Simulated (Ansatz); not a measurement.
# BeZn2P2 (built on the sites of a database entry of CaZn2P2): following an unstable mode, part 2 of 3

Wanted: the energy along a soft mode of BeZn2P2 (built on the sites of a database entry of CaZn2P2) and the structure at the end.

Ansatz 0.2.0; DFT PBEsol, scalar-relativistic, plane waves, PAW.

So far, highest frequency on the path or at a solved wavevector (cm⁻¹): step 2 (phonons on a q mesh) 335. Also lowest frequency on the path (cm⁻¹): step 2 -155.

The structure was built from a prototype and need not be the compound's stable phase.

## 5. Energy along the mode, all amplitudes (two of the runs are shown above)

An imaginary frequency means negative curvature, so the energy should fall and then rise again as anharmonic terms take over.

Numbers from this step:

```yaml
depth_at_the_lowest_point_sampled: 4.486 meV/atom
largest_atomic_shift_at_that_point: 0.32 Å
```

Table of energy from the parent by largest atomic shift:

```tsv
largest atomic shift (Å)	energy from the parent (meV/atom)
0.000	0
0.040	-0.139
0.080	-0.544
0.140	-1.55
0.220	-3.23
0.320	-4.49
0.450	-0.132
0.600	24.7
```

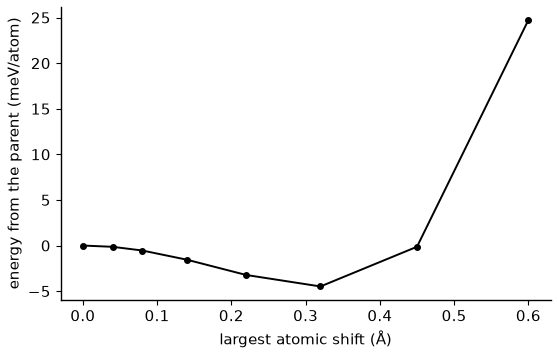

Energy from the parent against largest atomic shift.

Displacement at unit largest shift by atom:

```tsv
atom	x (Å)	y (Å)	z (Å)	size
Be1	0.866	0.500	0.000	1.000
Zn2	-0.005	-0.003	0.000	0.006
Zn3	-0.005	-0.003	0.000	0.006
P4	-0.115	-0.066	0.000	0.133
P5	-0.115	-0.066	0.000	0.133
```

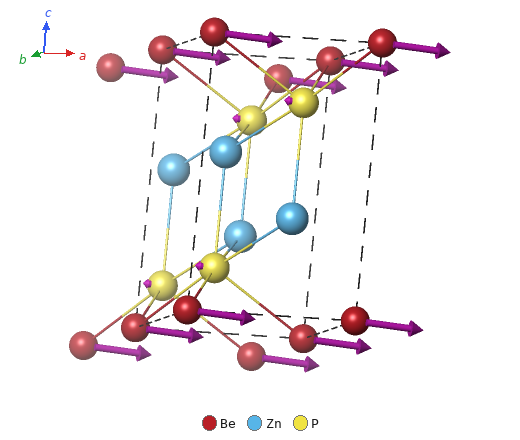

Displacement at unit largest shift as arrows, the longest 1.000 Å. Bonds to atoms that aren't drawn are left out. 1×2×1 cells are drawn. Some periodic images of atoms are drawn too.

The lowest of the steps tried is at 0.32 Å, 4.49 meV/atom below the parent; the bottom of the well need not coincide with a step.

## 6. Relaxation from the frozen mode

Starting from the lowest point found, all atoms and the cell are let go, so that strain and other modes of the same symmetry can join in.

The input, input.yaml:

```yaml
crystal:
  lattice:
    - [3.731617109, -3.0516e-06, 0.0]
    - [-1.8658059118, 3.2316767394, 0.0]
    - [0.0, 0.0, 6.088534036]
  atoms:
    - { symbol: Be, position: [0.0990198516, 0.0495099258, 0.0] }
    - { symbol: Zn, position: [0.3327243678, 0.6663621839, 0.6240103121] }
    - { symbol: Zn, position: [0.6660577011, 0.3330288506, 0.3759896879] }
    - { symbol: P, position: [0.3202132496, 0.6601066248, 0.2069338201] }
    - { symbol: P, position: [0.6535465829, 0.3267732915, 0.7930661799] }
kpoints:
  mp_grid: { grid: [12, 12, 6] }
hamiltonian:
  xc: pbesol
scf:
  occupations: { method: methfessel_paxton, width: 0.2 }
output:
  forces: true
  stress: true
  eigenvalues: true
  write_density: true
  write_potential: true
  elf: true
  volumetric_format: npy
relax:
  adjacent_minimum: "off"
  f_tol: 0.002
  max_steps: 120
  cell: { stress_tol: 0.03 }
```

The run is started by

```
$ ansatz run input.yaml --threads 8 --pin off --max-ram 14336MiB --backend cpu --events-out ev --progress --plain --runs-dir out
```

Numbers of over 12 decimals in the logs are rounded to 6 here.

Output:

```text
[...]
Crystal: 5 atoms, lattice volume = 73.424 Å³
Basis set: ecut = 420 eV, 1437 PW (Γ), exchange–correlation on 50×50×90 points (8 copies of the dense FFT grid, shifted against one another)
Bands: 23, of which v1, the nominal top of the filled ones, is band 18 counted from 1 (17 counted from 0)
Symmetry: 2 space group operations
[...]
k-points: 242 of 864 (time reversal used)
[...]
SCF iter   1: F=—  HF=-8132.115817 eV  |F-HF|=—  |Δ(HF+E_count)|=         —  Δρ=4.36e-3  dr2=1.34e-2  ethr=1.77e-3  ⟨swp⟩=6.2  Hψ=30152  notcnv=0
[...]
SCF iter   9: F=-8132.112090 eV  HF=-8132.112090 eV  |F-HF|=2.56e-10  |Δ(HF+E_count)|=   1.17e-7  S|Δr|=    0.00e0  Δρ=3.60e-6  dr2=7.21e-9  ethr=2.78e-10  ⟨swp⟩=6.5  Hψ=37808  notcnv=0
SCF 1 converged in 9 iterations: F = -8132.112090 eV  dr2 = 7.21e-9
[...]
relax step   1: F+E_penalty+E_count = -8132.11209036 eV  Δ(F+E_penalty+E_count) = +0.000e0 eV  max|allowed force component| = 3.599e-1 eV/Å  Δτ_max = 0.0000 Å  P = +1.396 GPa  Ω = 73.424 Å³  (9 SCF iters, dr2 threshold 1.00e-7 eV, accepted)
Crystal: 5 atoms, lattice volume = 75.331 Å³
Basis set: ecut = 420 eV, 1467 PW (Γ), exchange–correlation on 50×50×90 points (8 copies of the dense FFT grid, shifted against one another)
[...]
SCF iter   8: F=-8132.178622 eV  HF=-8132.178622 eV  |F-HF|=9.06e-8  |Δ(HF+E_count)|=   3.67e-7  S|Δr|=    0.00e0  Δρ=8.78e-6  dr2=8.95e-8  ethr=1.39e-9  ⟨swp⟩=7.3  Hψ=42089  notcnv=0
SCF 2 converged in 8 iterations: F = -8132.178622 eV  dr2 = 8.95e-8
relax step   2: F+E_penalty+E_count = -8132.17862207 eV  Δ(F+E_penalty+E_count) = -6.653e-2 eV  max|allowed force component| = 4.172e-1 eV/Å  Δτ_max = 0.0711 Å  P = -0.197 GPa  Ω = 75.331 Å³  energy of the carried Pulay correction = -9.126e-4 eV  (8 SCF iters, dr2 threshold 5.00e-7 eV, accepted)
Crystal: 5 atoms, lattice volume = 78.474 Å³
Basis set: ecut = 420 eV, 1537 PW (Γ), exchange–correlation on 50×50×90 points (8 copies of the dense FFT grid, shifted against one another)
[...]
SCF iter   9: F=-8132.295274 eV  HF=-8132.295274 eV  |F-HF|=1.52e-8  |Δ(HF+E_count)|=   5.71e-8  S|Δr|=    0.00e0  Δρ=8.00e-6  dr2=6.35e-8  ethr=1.39e-9  ⟨swp⟩=11.3  Hψ=49137  notcnv=0
SCF 3 converged in 9 iterations: F = -8132.295274 eV  dr2 = 6.35e-8
relax step   3: F+E_penalty+E_count = -8132.29527396 eV  Δ(F+E_penalty+E_count) = -1.167e-1 eV  max|allowed force component| = 5.014e-1 eV/Å  Δτ_max = 0.1666 Å  P = -2.236 GPa  Ω = 78.474 Å³  energy of the carried Pulay correction = -2.366e-3 eV  (9 SCF iters, dr2 threshold 5.00e-7 eV, accepted)
[... from here on, the SCF cycles and remarks between the steps are left out ...]
relax step   4: F+E_penalty+E_count = -8132.33868059 eV  Δ(F+E_penalty+E_count) = -4.341e-2 eV  max|allowed force component| = 6.588e-1 eV/Å  Δτ_max = 0.1012 Å  P = -2.813 GPa  Ω = 79.414 Å³  energy of the carried Pulay correction = -2.790e-3 eV  (8 SCF iters, dr2 threshold 5.00e-7 eV, accepted)
relax step   5: F+E_penalty+E_count = -8132.43406499 eV  Δ(F+E_penalty+E_count) = -9.538e-2 eV  max|allowed force component| = 4.709e-1 eV/Å  Δτ_max = 0.0863 Å  P = -1.272 GPa  Ω = 78.487 Å³  energy of the carried Pulay correction = -2.372e-3 eV  (8 SCF iters, dr2 threshold 5.00e-7 eV, accepted)
relax step   6: F+E_penalty+E_count = -8132.54071103 eV  Δ(F+E_penalty+E_count) = -1.066e-1 eV  max|allowed force component| = 4.567e-1 eV/Å  Δτ_max = 0.1917 Å  P = +1.638 GPa  Ω = 77.883 Å³  energy of the carried Pulay correction = -2.098e-3 eV  (9 SCF iters, dr2 threshold 5.00e-7 eV, accepted)
relax step   7: F+E_penalty+E_count = -8132.65260428 eV  Δ(F+E_penalty+E_count) = -1.119e-1 eV  max|allowed force component| = 2.796e-1 eV/Å  Δτ_max = 0.1779 Å  P = +1.456 GPa  Ω = 80.475 Å³  energy of the carried Pulay correction = -3.261e-3 eV  (9 SCF iters, dr2 threshold 5.00e-7 eV, accepted)
relax step   8: F+E_penalty+E_count = -8132.66619464 eV  Δ(F+E_penalty+E_count) = -1.359e-2 eV  max|allowed force component| = 8.138e-1 eV/Å  Δτ_max = 0.1728 Å  P = -0.174 GPa  Ω = 84.506 Å³  energy of the carried Pulay correction = -4.996e-3 eV  (9 SCF iters, dr2 threshold 5.00e-7 eV, accepted)
relax step   9: F+E_penalty+E_count = -8132.65306405 eV  Δ(F+E_penalty+E_count) = +1.313e-2 eV  max|allowed force component| = 5.129e-1 eV/Å  Δτ_max = 0.0888 Å  P = -1.274 GPa  Ω = 85.418 Å³  energy of the carried Pulay correction = -5.376e-3 eV  (8 SCF iters, dr2 threshold 5.00e-7 eV, rejected (line search))
relax step  10: F+E_penalty+E_count = -8132.70791502 eV  Δ(F+E_penalty+E_count) = -4.172e-2 eV  max|allowed force component| = 1.580e-1 eV/Å  Δτ_max = 0.0607 Å  P = +0.059 GPa  Ω = 83.956 Å³  energy of the carried Pulay correction = -4.764e-3 eV  (13 SCF iters, accepted)
relax step  11: F+E_penalty+E_count = -8132.71185385 eV  Δ(F+E_penalty+E_count) = -3.939e-3 eV  max|allowed force component| = 4.295e-2 eV/Å  Δτ_max = 0.0516 Å  P = -0.133 GPa  Ω = 84.444 Å³  energy of the carried Pulay correction = -4.970e-3 eV  (8 SCF iters, dr2 threshold 5.00e-7 eV, accepted)
relax step  12: F+E_penalty+E_count = -8132.71316874 eV  Δ(F+E_penalty+E_count) = -1.315e-3 eV  max|allowed force component| = 3.441e-2 eV/Å  Δτ_max = 0.0144 Å  P = +0.049 GPa  Ω = 84.277 Å³  energy of the carried Pulay correction = -4.900e-3 eV  (6 SCF iters, dr2 threshold 5.00e-7 eV, accepted)
relax step  13: F+E_penalty+E_count = -8132.71325030 eV  Δ(F+E_penalty+E_count) = -8.156e-5 eV  max|allowed force component| = 1.631e-2 eV/Å  Δτ_max = 0.0100 Å  P = +0.027 GPa  Ω = 84.322 Å³  energy of the carried Pulay correction = -4.918e-3 eV  (7 SCF iters, dr2 threshold 7.40e-8 eV, accepted)
relax step  14: F+E_penalty+E_count = -8132.71330320 eV  Δ(F+E_penalty+E_count) = -5.290e-5 eV  max|allowed force component| = 2.534e-3 eV/Å  Δτ_max = 0.0033 Å  P = -0.018 GPa  Ω = 84.375 Å³  energy of the carried Pulay correction = -4.941e-3 eV  (6 SCF iters, dr2 threshold 1.66e-8 eV, accepted)
relax step  15: F+E_penalty+E_count = -8132.71329625 eV  Δ(F+E_penalty+E_count) = +6.948e-6 eV  max|allowed force component| = 4.088e-3 eV/Å  Δτ_max = 0.0030 Å  P = +0.003 GPa  Ω = 84.389 Å³  energy of the carried Pulay correction = -4.947e-3 eV  (7 SCF iters, dr2 threshold 2.36e-9 eV, rejected (line search))
relax step  16: F+E_penalty+E_count = -8132.71330919 eV  Δ(F+E_penalty+E_count) = -5.985e-6 eV  max|allowed force component| = 1.322e-3 eV/Å  Δτ_max = 0.0015 Å  P = -0.002 GPa  Ω = 84.375 Å³  energy of the carried Pulay correction = -4.941e-3 eV  (9 SCF iters, accepted)
relax step  17: F+E_penalty+E_count = -8132.72926977 eV  Δ(F+E_penalty+E_count) = -1.596e-2 eV  max|allowed force component| = 4.361e-3 eV/Å  Δτ_max = 0.0000 Å  P = +0.238 GPa  Ω = 84.375 Å³  stress off target by 5.62e-1 GPa  SCF on the basis re-selected at this cell (its energy is not comparable with the rows above)  (10 SCF iters)
relax step  18: F+E_penalty+E_count = -8132.73048753 eV  Δ(F+E_penalty+E_count) = -1.218e-3 eV  max|allowed force component| = 2.928e-2 eV/Å  Δτ_max = 0.0129 Å  P = +0.003 GPa  Ω = 84.862 Å³  energy of the carried Pulay correction = -1.988e-4 eV  (5 SCF iters, dr2 threshold 5.00e-7 eV, accepted)
relax step  19: F+E_penalty+E_count = -8132.73077271 eV  Δ(F+E_penalty+E_count) = -2.852e-4 eV  max|allowed force component| = 3.524e-2 eV/Å  Δτ_max = 0.0147 Å  P = +0.031 GPa  Ω = 84.992 Å³  energy of the carried Pulay correction = -2.531e-4 eV  (8 SCF iters, dr2 threshold 5.36e-8 eV, accepted)
relax step  20: F+E_penalty+E_count = -8132.73088856 eV  Δ(F+E_penalty+E_count) = -1.159e-4 eV  max|allowed force component| = 6.948e-3 eV/Å  Δτ_max = 0.0075 Å  P = -0.001 GPa  Ω = 85.040 Å³  energy of the carried Pulay correction = -2.730e-4 eV  (7 SCF iters, dr2 threshold 7.76e-8 eV, accepted)
relax step  21: F+E_penalty+E_count = -8132.73089883 eV  Δ(F+E_penalty+E_count) = -1.027e-5 eV  max|allowed force component| = 3.802e-3 eV/Å  Δτ_max = 0.0057 Å  P = -0.010 GPa  Ω = 85.092 Å³  energy of the carried Pulay correction = -2.943e-4 eV  (8 SCF iters, dr2 threshold 1.35e-8 eV, accepted)
relax step  22: F+E_penalty+E_count = -8132.73090129 eV  Δ(F+E_penalty+E_count) = -2.457e-6 eV  max|allowed force component| = 3.324e-3 eV/Å  Δτ_max = 0.0015 Å  P = +0.003 GPa  Ω = 85.090 Å³  energy of the carried Pulay correction = -2.937e-4 eV  (6 SCF iters, dr2 threshold 9.04e-10 eV, accepted)
relax step  23: F+E_penalty+E_count = -8132.73090120 eV  Δ(F+E_penalty+E_count) = +8.781e-8 eV  max|allowed force component| = 3.125e-4 eV/Å  Δτ_max = 0.0003 Å  P = +0.000 GPa  Ω = 85.092 Å³  energy of the carried Pulay correction = -2.945e-4 eV  (5 SCF iters, dr2 threshold 6.91e-10 eV, accepted)
[...]
SCF iter   8: F=-8132.731219 eV  HF=-8132.731219 eV  |F-HF|=3.64e-12  |Δ(HF+E_count)|=  2.00e-11  S|Δr|=    0.00e0  Δρ=5.92e-8  dr2=8.63e-12  ethr=1.00e-12  ⟨swp⟩=7.3  Hψ=35082  notcnv=0
SCF 24 converged in 8 iterations: F = -8132.731219 eV  dr2 = 8.63e-12
relax step  24: F+E_penalty+E_count = -8132.73121853 eV  Δ(F+E_penalty+E_count) = -3.173e-4 eV  max|allowed force component| = 3.141e-4 eV/Å  Δτ_max = 0.0000 Å  P = -0.002 GPa  Ω = 85.092 Å³  stress off target by 5.19e-3 GPa  SCF on the basis re-selected at this cell (its energy is not comparable with the rows above)  (8 SCF iters)
[...]
SCF converged after 8 iterations
[...]
Free energy (F): -8132.731219 eV
[...]
Internal energy: -8132.731341 eV  (E = F + TS)
E sigma→0 (E₀):  -8132.731249 eV
Entropy (-TS):   0.000122 eV (0.024 meV/atom)
Fermi energy:    7.605523 eV
[...]
--- Forces (eV/Å), atoms counted from 1 ---
  atom   1  Be     0.00002182     0.00001260     0.00028088
  atom   2  Zn    -0.00003393    -0.00001959    -0.00004886
  atom   3  Zn     0.00029015     0.00016752     0.00000468
  atom   4  P     -0.00021514    -0.00012421     0.00007815
  atom   5  P     -0.00006236    -0.00003600    -0.00031397
  max |Σ_I F_I| component: 8.75e-7 eV/Å
--- Stress (GPa, compression-positive) ---
       -0.002250       0.000403       0.003460
        0.000403      -0.002715       0.001998
        0.003459       0.001997      -0.000170
  P = ⅓ Tr σ = -0.0017 GPa (-0.017 kbar)
--- Band table (eV; the first three rows and the last of 242) ---
  k-point 0: bands = [... 14 lower, 5.8968, 6.5149, 6.8544, 7.7618, 8.2832, 9.2198, 10.2338, 11.2175, ... 1 higher]
  k-point 1: bands = [... 14 lower, 5.8095, 6.1316, 6.7733, 7.6890, 8.3224, 9.4783, 10.4749, 10.9832, ... 1 higher]
  k-point 2: bands = [... 14 lower, 5.6084, 5.8503, 6.8560, 7.5416, 8.4966, 9.4467, 10.4636, 11.4555, ... 1 higher]
  k-point 241: bands = [... 14 lower, 4.3069, 4.8480, 5.1991, 6.0457, 8.1933, 9.2503, 9.8282, 10.7331, ... 1 higher]
--- Relaxed structure (22 steps of the walk, 20 accepted, 2 SCFs on fresh bases) ---
  F+E_penalty+E_count = -8132.73121853 eV   max|allowed force component| = 3.141e-4 eV/Å   (the final SCF, on the basis selected at the relaxed cell)
  cell:  # Å, volume = 85.0921 Å³
    - [4.004843, 0.171885, 0.211862]
    - [-1.853559, 3.210464, -2.7755575615628914e-17]
    - [0.345676, 0.199576, 6.481904]
  atoms:
    - { symbol: Be, position: [0.356488, 0.178244, 0.041590] }
    - { symbol: Zn, position: [0.243632, 0.621816, 0.646771] }
    - { symbol: Zn, position: [0.626327, 0.313163, 0.365088] }
    - { symbol: P, position: [0.257748, 0.628874, 0.215443] }
    - { symbol: P, position: [0.587367, 0.293684, 0.731108] }
```

The job ended after 2 min (8 threads of Intel Xeon Platinum 8488C (Sapphire Rapids), shared host; peak memory 0.83 GiB; 15 min of CPU time).

Step by step (22 of 24):

```tsv
step	energy less that of the first step (eV)	largest force component (eV/Å)	pressure (GPa)	volume (Å³)
1	0.0000	0.3599	1.40	73.42
2	-0.0665	0.4172	-0.20	75.33
3	-0.1832	0.5014	-2.24	78.47
4	-0.2266	0.6588	-2.81	79.41
5	-0.3220	0.4709	-1.27	78.49
6	-0.4286	0.4567	1.64	77.88
8	-0.5541	0.8138	-0.17	84.51
9	-0.5410	0.5129	-1.27	85.42
10	-0.5958	0.1580	0.06	83.96
11	-0.5998	0.0430	-0.13	84.44
12	-0.6011	0.0344	0.05	84.28
13	-0.6012	0.0163	0.03	84.32
14	-0.6012	0.0025	-0.02	84.38
15	-0.6012	0.0041	0.00	84.39
16	-0.6012	0.0013	0.00	84.38
17*	-0.6172	0.0044	0.24	84.38
19	-0.6187	0.0352	0.03	84.99
20	-0.6188	0.0069	0.00	85.04
21	-0.6188	0.0038	-0.01	85.09
22	-0.6188	0.0033	0.00	85.09
23	-0.6188	0.0003	0.00	85.09
24*	-0.6191	0.0003	0.00	85.09
```

Relaxation steps marked * repeat the geometry before them on a plane-wave basis chosen anew for their cell, so energy and pressure can jump there. Other such steps can lie between the rows shown. Relaxation steps 9, 15 were tried and not accepted.

The run keeps the 2 symmetry operations that it works with, so distortions that break them were not tested.

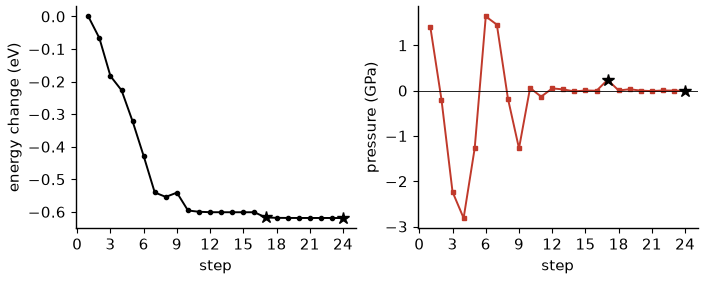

Energy and pressure along the relaxation. Stars mark steps on a basis chosen anew.

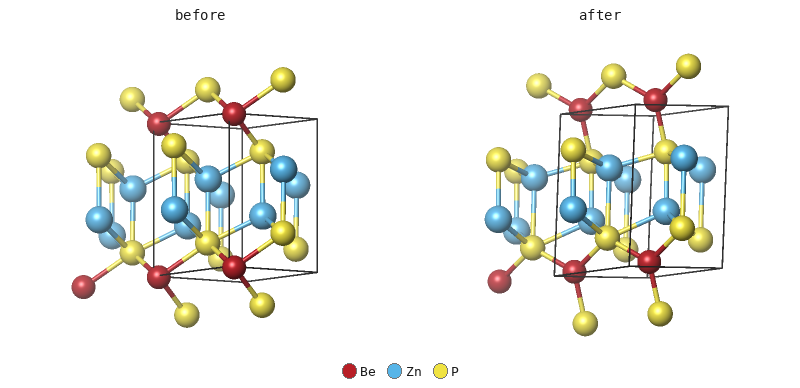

The structure before and after the relaxation, drawn at the same scale.

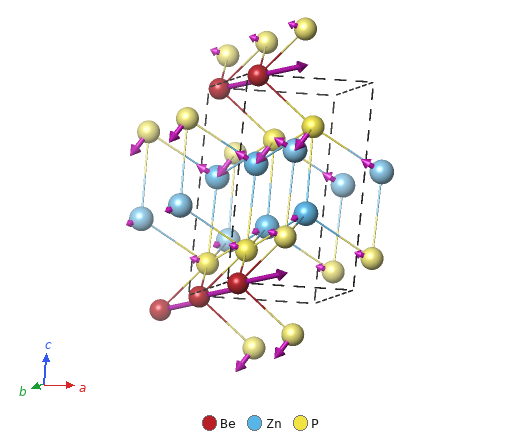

Displacements in the relaxation, exaggerated, measured against the changing cell; the longest in the cell stands for 0.99 Å. 1×2×1 cells are drawn. Some periodic images of atoms are drawn too.

```tsv
cell as run	before	after	change
a (Å)	3.732	4.014	+7.6 %
b (Å)	3.732	3.707	-0.7 %
c (Å)	6.089	6.494	+6.7 %
β (°)	90.00	83.85	-6.8 %
γ (°)	120.00	117.50	-2.1 %
volume (Å³/atom)	14.68	17.02	+15.9 %
```

The atoms that moved most (Å, as changes of fractional coordinates times the final cell):

```tsv
atom	dx	dy	dz	length
Be1	0.807	0.466	0.324	0.986
P5	-0.225	-0.130	-0.416	0.490
Zn2	-0.266	-0.154	0.129	0.333
P4	-0.189	-0.109	0.042	0.223
Zn3	-0.126	-0.073	-0.079	0.166
```

Numbers from this step:

```
pressure        : -0.001711 GPa
volume per atom : 17.02 Å³
```

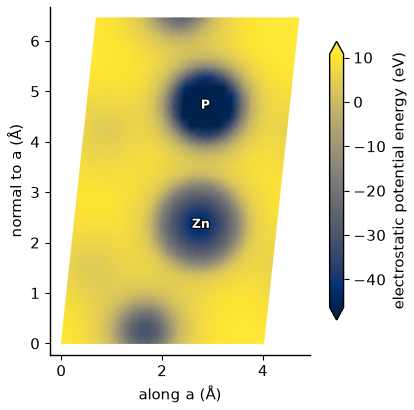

Electrostatic potential energy in the ac plane at fractional y = 0.294, with atoms of Zn and P within 0.2 Å of it. With pseudopotentials it is smooth inside the atoms' cores, unlike the true potential.

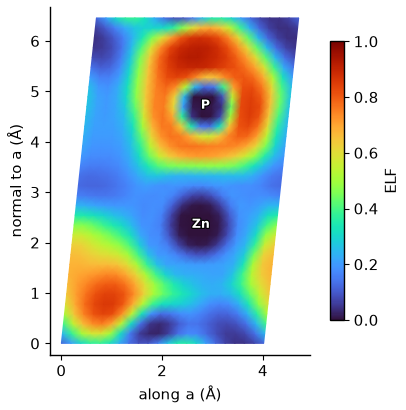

ELF in the ac plane at fractional y = 0.294, with atoms of Zn and P within 0.2 Å of it. It is the smooth field of the valence electrons, not physical close to the nuclei.

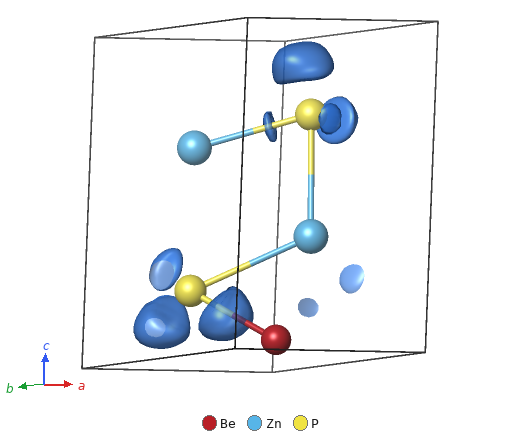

Surface of ELF = 0.85.

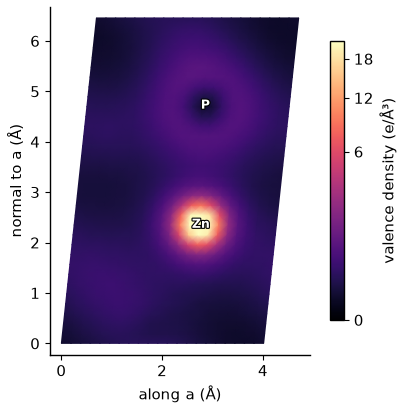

Valence density in the ac plane at fractional y = 0.294, with atoms of Zn and P within 0.2 Å of it. It is the smooth field of the valence electrons, not physical close to the nuclei. The colour scale is stretched toward low values.

The distorted start has space group Cm; the relaxation ends in Cm.

## 7. The new phase in its own primitive cell

The relaxed structure is symmetrised, reduced to its primitive cell and relaxed tightly, as its phonons need.

The input, input.yaml:

```yaml
crystal:
  lattice:
    - [3.5605483998, -1.8535614958, 0.0]
    - [3.5605483998, 1.8535614958, 0.0]
    - [-0.784136086, 0.0, 6.4466685264]
  atoms:
    - { symbol: Be, position: [0.8217559939, 0.8217559939, 0.0415902259] }
    - { symbol: Zn, position: [0.3781840545, 0.3781840545, 0.6467710201] }
    - { symbol: Zn, position: [0.6868366012, 0.6868366012, 0.3650876028] }
    - { symbol: P, position: [0.3711261012, 0.3711261012, 0.2154432578] }
    - { symbol: P, position: [0.7063163727, 0.7063163727, 0.7311078934] }
kpoints:
  mp_grid: { grid: [12, 12, 6] }
hamiltonian:
  xc: pbesol
scf:
  occupations: { method: methfessel_paxton, width: 0.2 }
output:
  forces: true
  stress: true
  eigenvalues: true
relax:
  adjacent_minimum: "off"
  f_tol: 0.001
  max_steps: 60
  cell: { stress_tol: 0.01 }
```

Output:

```text
[...]
Crystal: 5 atoms, lattice volume = 85.092 Å³
Basis set: ecut = 420 eV, 1651 PW (Γ), exchange–correlation on 54×54×90 points (8 copies of the dense FFT grid, shifted against one another)
Bands: 23, of which v1, the nominal top of the filled ones, is band 18 counted from 1 (17 counted from 0)
Symmetry: 2 space group operations
[...]
k-points: 242 of 864 (time reversal used)
[...]
cell:  # Å, volume = 85.0921 Å³
    - [3.5605483998, -1.8535614958, 0.0]
    - [3.5605483998, 1.8535614958, 0.0]
    - [-0.784136086, 0.0, 6.4466685264]
  atoms:
    - { symbol: Be, position: [0.821756, 0.821756, 0.0415902259] }
    - { symbol: Zn, position: [0.378184, 0.378184, 0.646771] }
    - { symbol: Zn, position: [0.686837, 0.686837, 0.3650876028] }
    - { symbol: P, position: [0.3711261012, 0.3711261012, 0.215443] }
    - { symbol: P, position: [0.7063163727, 0.7063163727, 0.731108] }
[key lines of the parts left out:]
SCF converged after 9 iterations
Free energy (F): -8132.731218 eV
Fermi energy:    7.605523 eV
P = ⅓ Tr σ = -0.0017 GPa (-0.017 kbar)
```

Wall time 11 s (8 threads); peak memory 0.81 GiB; 85 s of CPU time.

Little changed from the start: no atom moved by 0.005 Å and no cell edge by 0.1 %.

The largest force component left is 0.33 meV/Å and the pressure is -0.002 GPa, within the tolerances set. The cell now holds 17.02 Å³/atom.

[end of part 2 of 3]

[Logs are printed without paths, hosts, clocks, repeated set-up lines and the standing remarks that a program may print on its own settings, such as how far it seeks lower states.]

[Hosts, paths, dates, database ids (printed as entryN), source tags and the programs' standing remarks are cut or masked in the printed files.]
